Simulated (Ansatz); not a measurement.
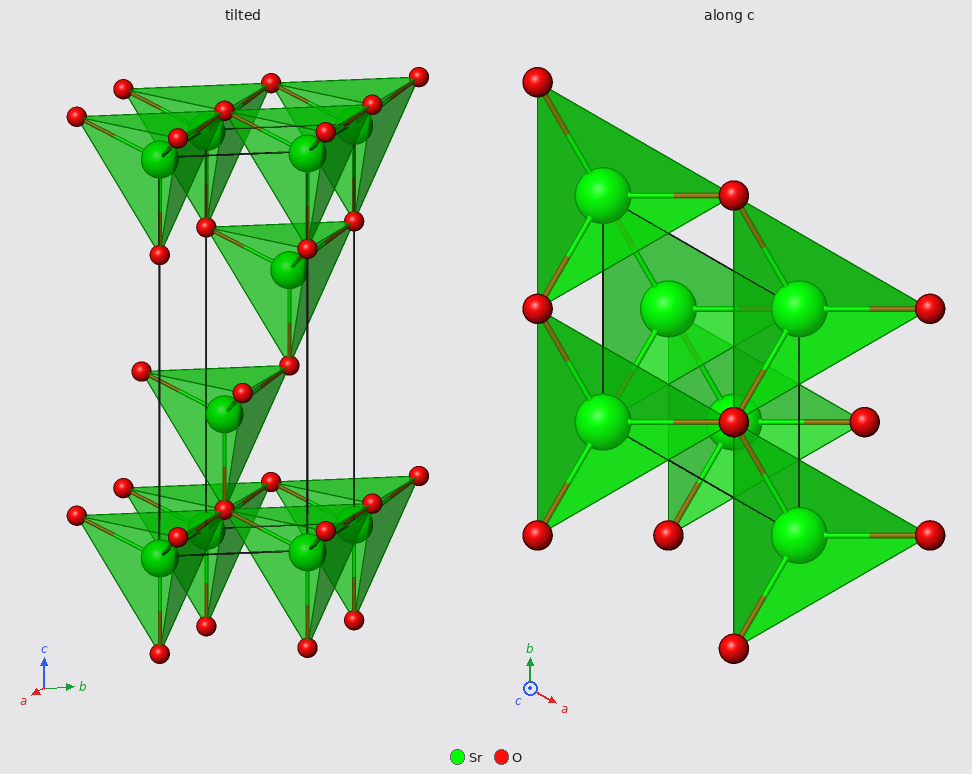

View slightly off an axis and along the c axis, drawn as a polyhedral model. The parallelepiped is the conventional unit cell. A few atoms beyond the faces are included.

SrO, space group R3m (No. 160), a = 3.751 Å, b = 3.751 Å, c = 10.092 Å, α = 90.00°, β = 90.00°, γ = 120.00°. The initial geometry was a structure type filled with these elements by a generator (whether the compound takes this form wasn't checked). The cell was then strained or its atoms displaced on purpose. It was run through Ansatz as a DFT input.

This one geometry was computed with Ansatz (DFT, plane waves, PAW) at three levels of theory: HSE06, PBE and r2SCAN. It was relaxed with r2SCAN and then strained.

> How does the band gap change with the level of theory?

PBE: a gap of 2.65 eV, indirect; r2SCAN: a gap of 3.03 eV, indirect; HSE06: a gap of 4.00 eV, indirect.

> Collect the results in a table.

| level | cutoff (eV) | k-mesh of the run's cell | gap (eV) | pressure (GPa) |
| --- | --- | --- | --- | --- |
| HSE06 | 420 | 6×6×6 | 4.00 | 3.5 |
| PBE | 420 | 8×8×8 | 2.65 | 4.8 |
| r2SCAN | 500 | 8×8×8 | 3.03 | 3.9 |

Gaps are taken on the k-mesh or band path of each run.
